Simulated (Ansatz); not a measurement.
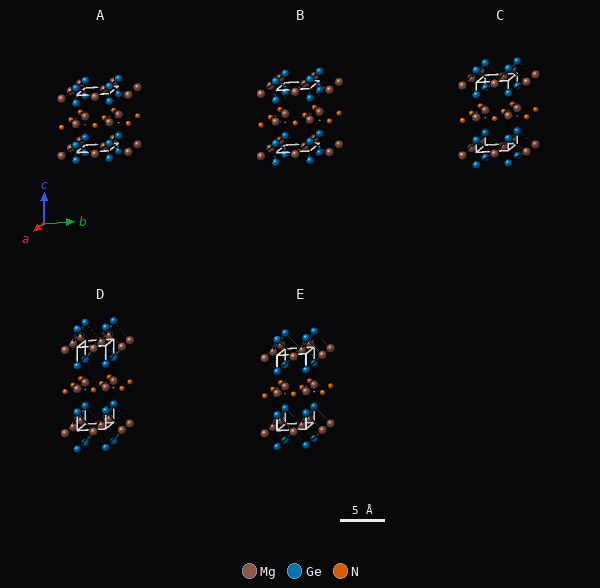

5 geometries from one relaxation of crystalline Mg₂Ge₂N (a generated structure, set up in P-6m2) (coarse preliminary run), in shuffled order. The picture is a ball-and-stick view of the cell of the calculation, seen slightly off an axis.

The calculation used DFT PBE, scalar-relativistic, plane waves, PAW (Ansatz). Set-up: plane-wave cutoff 420 eV; k-point mesh 6 × 6 × 4; occupations gaussian; smearing width 0.1 eV; no spin polarisation; cell and atoms relaxed; force threshold 0.04 eV/Å; at most 70 steps.

### Put them in the order of the run, from the start to the converged end.

A, B, C, E, D. They are steps 0, 2, 5, 10, 17, at +1081 meV per atom, +349 meV per atom, +256 meV per atom, +60.0 meV per atom relative to the last. The largest moves relative to the cell, 0.88 Å, are those of Ge atoms. Mg and N stay in place. The volume changes by +5.8 %, with a = b 3.975 → 3.387 Å (−14.8 %), c 6.777 → 9.876 Å (+45.7 %). Among the contacts that change: Ge–Ge 1.798 → 4.377 Å, Ge–Mg 2.465 → 2.935 Å, Mg–N 2.295 → 1.955 Å, Ge–Mg 2.489 → 2.749 Å. Bonds break: Ge–Ge (1.80 → 4.38 Å). Bond angles that change, for instance: Mg–Ge–Mg 107.5° → 70.5°, Ge–Mg–Ge 107.5° → 70.5°, Mg–Ge–Mg 111.4° → 138.2°. The space group stays P-6m2 (No. 187). Over 14 accepted moves (17 points after the start) the energy falls by 1081 meV per atom. Largest force component: 18 eV/Å at the start, 0.0012 eV/Å at the end. Pressure: 27.14 GPa at the start and 0.03 GPa at the end. At 3 points the geometry stayed and the basis and grid were re-selected for the new cell (energy shift of 62.8 meV per atom at most each time). The run took 110 s on 1 thread of Intel(R) Xeon(R) Processor @ 2.70GHz (shared host), peak memory 0.39 GiB.
